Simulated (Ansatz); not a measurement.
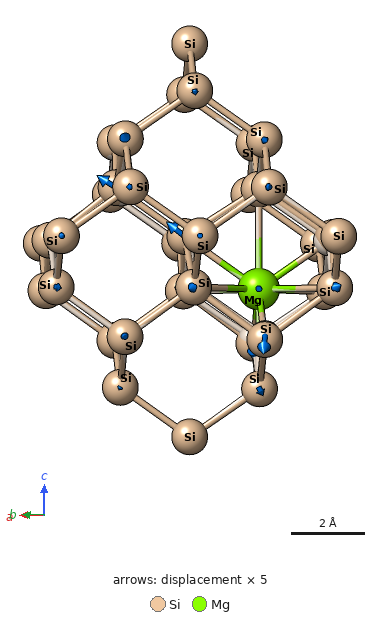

A relaxation of a defect cell of composition Si$_{64}$Mg (cell charge +1). The starting structure is drawn faded, the final one solid; blue arrows show the displacements, 5 times their true length.

The picture is a ball-and-stick view of the atoms within 5.8 Å of the atom that moves most (axes of the cell of the calculation (origin shifted)), seen from a free direction.

All numbers below come from Ansatz, DFT, PBEsol, PAW, plane waves. Set-up: plane-wave cutoff 420 eV; k-point mesh 1 × 1 × 1; mesh shifted by (0.25, 0.25, 0.25); collinear spin; atoms relaxed in a fixed cell; force threshold 0.03 eV/Å; at most 80 steps.

Q: Describe the change and its energy.

A: The atom that moves furthest is a Si atom (0.17 Å along [1 1 1]). By element the largest moves are Si 0.17 Å, Mg 0.03 Å. The cell doesn't change. Some distances before and after: Mg–Si 2.307 → 2.497 Å, Mg–Si 2.338 → 2.506 Å, Si–Si 2.296 → 2.437 Å, Mg–Si 2.379 → 2.504 Å. Bond angles that change, for instance: Si–Si–Si 109.3° → 114.3°, Si–Si–Si 108.3° → 112.6°, Si–Si–Si 108.2° → 112.5°. The energy falls by 1.419 eV per cell of the calculation in 3 geometry steps. Largest force component: 1.8 eV/Å at the start, 0.03 eV/Å at the end. The run took 6.5 s on 1 × NVIDIA GB300 Max-Q with 8 threads of Arm Neoverse-V2, peak memory 2 GiB.

Limits of the set-up: the cell is charged, on a uniform background, and energies carry no finite-size correction.
